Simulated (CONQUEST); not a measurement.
# A series of single points on TaAs

System: TaAs (8 atoms in the cell).
Method: Kohn-Sham DFT of a periodic cell, PBE, PseudoDojo NC PBE, no spin polarisation (CONQUEST 1.3).

The 7 runs differ only in the geometry, by an even scaling of the cell at fixed fractional positions. The structure derives from a Materials Project entry.

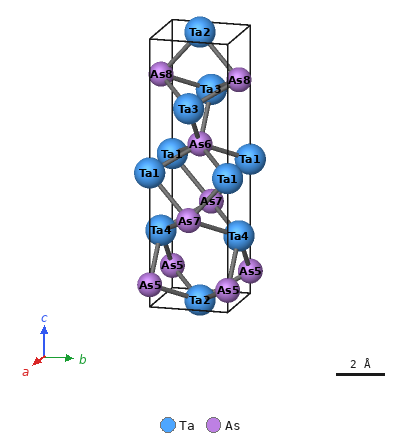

Figure 1. The structure of run 4 (ball-and-stick view of the cell of the calculation, seen slightly off an axis; atoms are numbered from 1 in the order of the input).

### Input of run 4
```
IO.Title TaAs
IO.Coordinates coords.dat
IO.FractionalAtomicCoords T
IO.Iprint 2
IO.Iprint_init 1
General.NumberOfSpecies 2
General.PseudopotentialType hamann
AtomMove.TypeOfRun static
AtomMove.FullStress T
Grid.PointsAlongX 36
Grid.PointsAlongY 36
Grid.PointsAlongZ 120
DM.SolutionMethod diagon
Diag.MPMesh T
Diag.GammaCentred T
Diag.MPMeshX 6
Diag.MPMeshY 6
Diag.MPMeshZ 2
Diag.kT 0.00183747
minE.SCTolerance 1e-6
SC.MaxIters 100
IO.AtomChargeOutput T
%block ChemicalSpeciesLabel
1 180.950 Ta
2 74.920 As
%endblock
```

Command:
```bash
Conquest
```

Lattice vectors (Å) and fractional positions of run 4:
```
   3.443627    0.000000    0.000000
   0.000000    3.443627    0.000000
   0.000000    0.000000   11.735883
Ta  0.000000  0.000000  0.499967
Ta  0.500000  0.500000  0.999967
Ta  0.000000  0.500000  0.749967
Ta  0.500000  0.000000  0.249967
As  0.000000  0.000000  0.082632
As  0.500000  0.500000  0.582632
As  0.000000  0.500000  0.332632
As  0.500000  0.000000  0.832632
```

Run 5 has the same physical settings and fractional positions; its lattice vectors (Å) are:
```
   3.466433    0.000000    0.000000
   0.000000    3.466433    0.000000
   0.000000    0.000000   11.813606
```

### Results, with one run withheld

| run | volume per atom (Å³) | free energy per atom, from the lowest run given (meV) | pressure (GPa) | gap on the mesh (eV) |
| --- | --- | --- | --- | --- |
| 1 | 16.353 | 78.17 | 19.00 | 0.08 |
| 2 | 16.700 | 43.01 | 13.46 | 0.09 |
| 3 | 17.048 | 19.46 | 8.51 | 0.10 |
| 4 | 17.396 | 5.30 | 4.68 | 0.10 |
| 5 | 17.744 | ? | ? | ? |
| 6 | 18.092 | 0.00 | −2.38 | 0.11 |
| 7 | 18.440 | 8.80 | −5.54 | 0.11 |

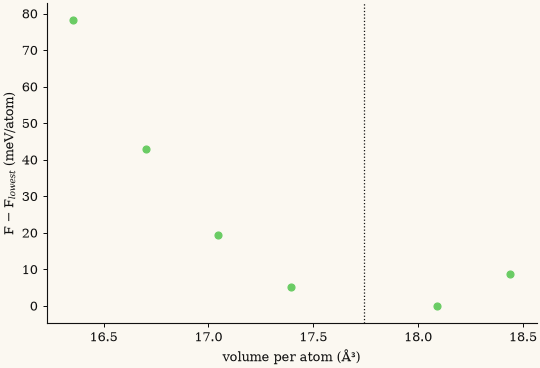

Figure 2. Free energy per atom of the runs given; the dotted line marks run 5.

What should run 5 give?

A cubic polynomial in V^(−2/3) (the Birch–Murnaghan form), fitted to the 6 runs given, misses them by at most 0.41 meV per atom. With x = V^(−2/3) − 0.14943 Å⁻², it reads F = 7.603 + 6068.7 x + 1.0339e+06 x² + 3.5809e+06 x³ (meV per atom). At run 5 it gives −1.10 meV per atom, and the run itself gives −1.24. The slope of the fit gives a pressure −dF/dV of 0.97 GPa there, and the run prints 1.25 GPa. The two needn't agree exactly: the fit is approximate, and the printed stress is taken on a finite basis. The fit has its minimum at 17.843 Å³ per atom, where V d²F/dV² gives 172 GPa. Cell shape and fractional positions are held, so this is the stiffness under even scaling; the relaxed bulk modulus wasn't computed. The gap on the mesh goes, without turning, from 0.08 eV in run 1 to 0.11 eV in run 7; run 5 has 0.11 eV. These are gaps of this functional on this mesh, which can miss the band edges; they aren't the measured gap.

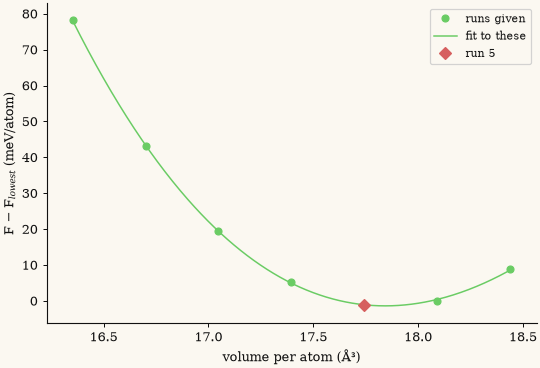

Figure 3. The fit and the withheld run.

### Some lines of the output (run 5)
```
[...]
          DFT Total Energy                 :      -684.722828601914898 Ha
          Free Energy (E-TS)               :      -684.732811709277939 Ha
          DFT Total Energy                 :      -684.730722132577512 Ha
          Free Energy (E-TS)               :      -684.732251031421356 Ha
          DFT Total Energy                 :      -684.731547774145383 Ha
          Free Energy (E-TS)               :      -684.732241414524651 Ha
          DFT Total Energy                 :      -684.731568342462197 Ha
          Free Energy (E-TS)               :      -684.732241205387822 Ha
          DFT Total Energy                 :      -684.731566027571944 Ha
          Free Energy (E-TS)               :      -684.732240496463419 Ha
          DFT Total Energy                 :      -684.731566539848700 Ha
      | Free Energy as E-TS      =      -684.732240496463419 Ha
      |* DFT total energy        =      -684.731566539848700 Ha
    force: Average pressure:      1.25120088 GPa
```

Notes: Spin–orbit coupling is left out, which matters for Ta. With a small basis of atomic orbitals these values can differ much from converged plane-wave results.
